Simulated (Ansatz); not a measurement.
AlAs$_{2}$

```yaml
crystal:
  lattice:
    - [6.24024, 0.00000, 0.00000]
    - [0.00000, 6.24024, 0.00000]
    - [0.00000, 0.00000, 6.24024]
  atoms:
    - { symbol: Al, position: [0.00000, 0.00000, 0.00000] }
    - { symbol: Al, position: [0.50000, 0.50000, 0.00000] }
    - { symbol: Al, position: [0.50000, 0.00000, 0.50000] }
    - { symbol: Al, position: [0.00000, 0.50000, 0.50000] }
    - { symbol: As, position: [0.25000, 0.25000, 0.25000] }
    - { symbol: As, position: [0.75000, 0.75000, 0.25000] }
    - { symbol: As, position: [0.75000, 0.25000, 0.75000] }
    - { symbol: As, position: [0.25000, 0.75000, 0.75000] }
    - { symbol: As, position: [0.75000, 0.25000, 0.25000] }
    - { symbol: As, position: [0.25000, 0.75000, 0.25000] }
    - { symbol: As, position: [0.25000, 0.25000, 0.75000] }
    - { symbol: As, position: [0.75000, 0.75000, 0.75000] }
```

Space group Fm-3m; started from the fluorite_225 prototype, which need not be the ambient phase; computed without spin polarisation.

All numbers below come from DFT r2SCAN, scalar-relativistic, plane waves, PAW (Ansatz 0.2.0).

The density is the valence pseudo-density of a PAW calculation; it isn't the true density close to the nuclei.

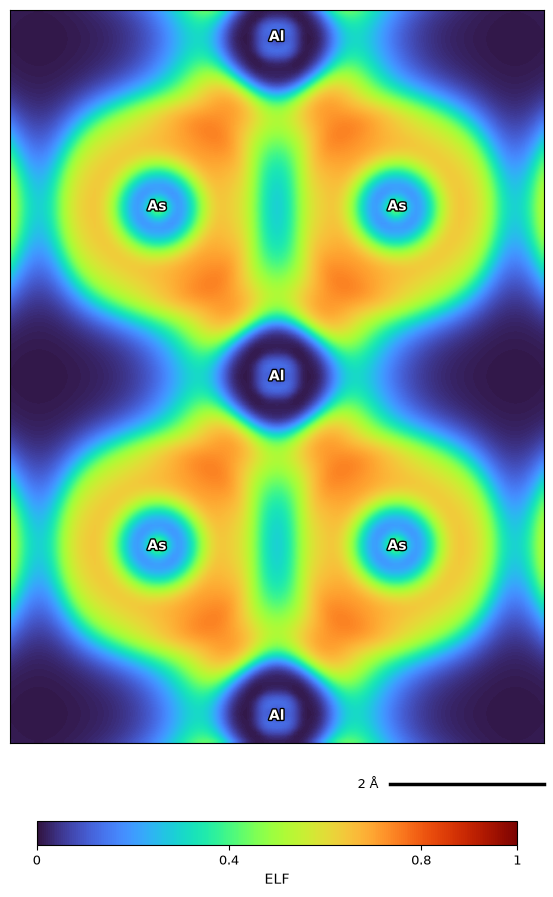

Figure 1. Electron localisation function on the (101) plane of the conventional cell.

Question: Describe what can be read from this map.

Answer:
- Atoms in the plane: Al and As.
- Al–As (2.70 Å): the ELF peaks at about 0.75 between the atoms.

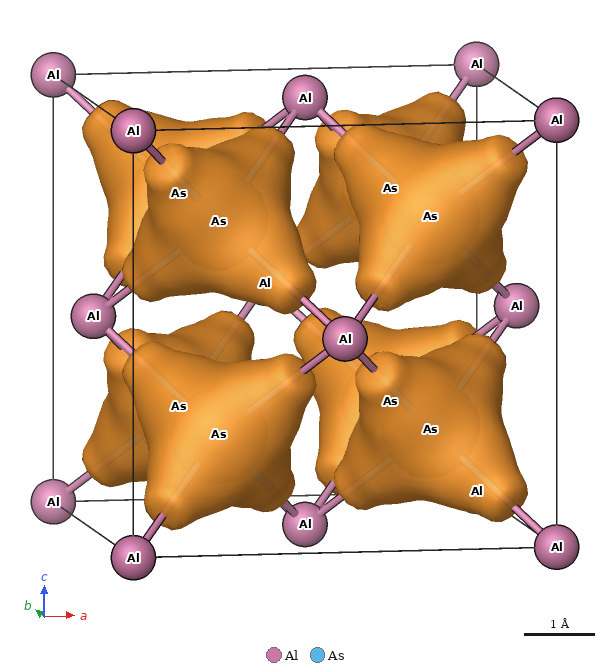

Figure 2. Isosurface of the ELF at 0.6 (orange), seen slightly off an axis. Only the valence region is drawn (cores and ρ < 0.01 e/Å³ removed). Sticks mark near contacts.

Question: Identify the bonds, lone pairs and shells in this picture.

Answer: The surface consists of eight regions on As in which the atom's valence shell and bonds are merged, counted in one cell of 12 atoms. Any copies at cell faces, edges or corners count once.

Question: Does the calculation make it a metal, or give it a gap?

Answer: It is gapless in this calculation (a metal or semimetal).
